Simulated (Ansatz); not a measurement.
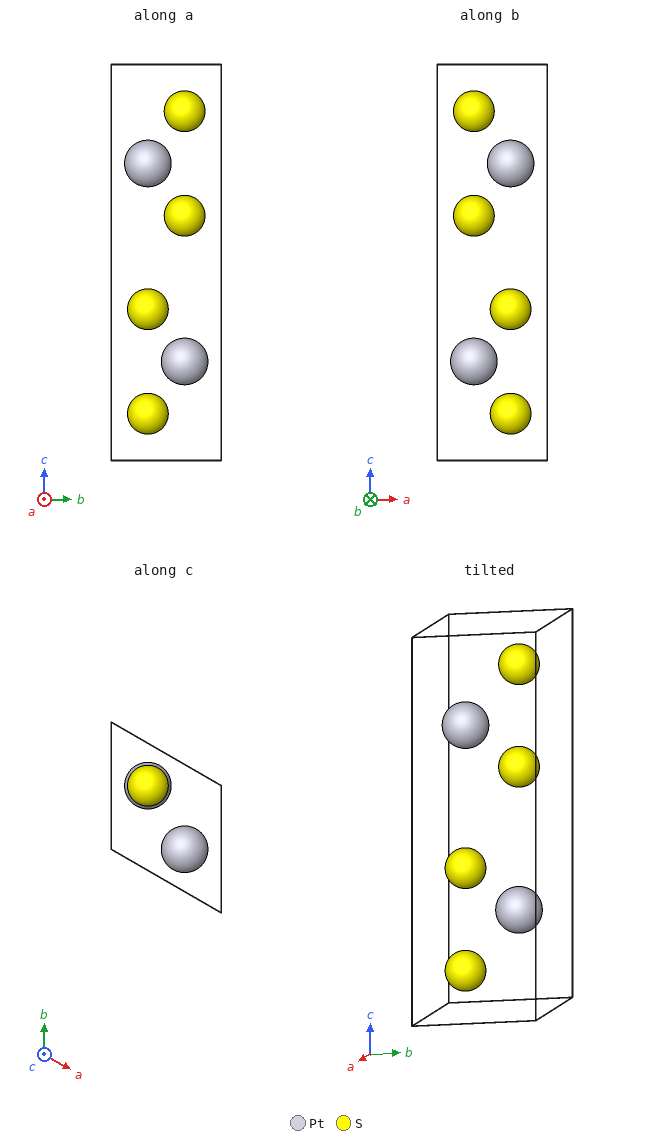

Structure drawing (spheres-only), viewed along the a axis, along the b axis, along the c axis and slightly off an axis. The frame is the conventional unit cell; atoms at its boundary are shown with their periodic copies.

Lattice parameters: a = 3.4409 Å, b = 3.4409 Å, c = 10.7121 Å, α = 90.000°, β = 90.000°, γ = 120.000°.

Question: Write down what is shown as a CIF in P1 with every atom of the cell, with free fractional coordinates to two decimals.

Answer:
```cif
data_structure
_symmetry_space_group_name_H-M 'P 1'
_symmetry_Int_Tables_number 1
_cell_length_a 3.4409
_cell_length_b 3.4409
_cell_length_c 10.7121
_cell_angle_alpha 90.000
_cell_angle_beta 90.000
_cell_angle_gamma 120.000
_cell_volume 109.84
loop_
_atom_site_label
_atom_site_type_symbol
_atom_site_fract_x
_atom_site_fract_y
_atom_site_fract_z
_atom_site_occupancy
Pt1 Pt 0.3333 0.6667 0.25 1
Pt2 Pt 0.6667 0.3333 0.75 1
S1 S 0.6667 0.3333 0.38 1
S2 S 0.6667 0.3333 0.12 1
S3 S 0.3333 0.6667 0.88 1
S4 S 0.3333 0.6667 0.62 1
```

The structure comes from a structure type filled with these elements by a generator (whether the compound takes this form wasn't checked). Earlier steps of the study may have refined or changed the cell and positions. It was run through Ansatz as a DFT input.
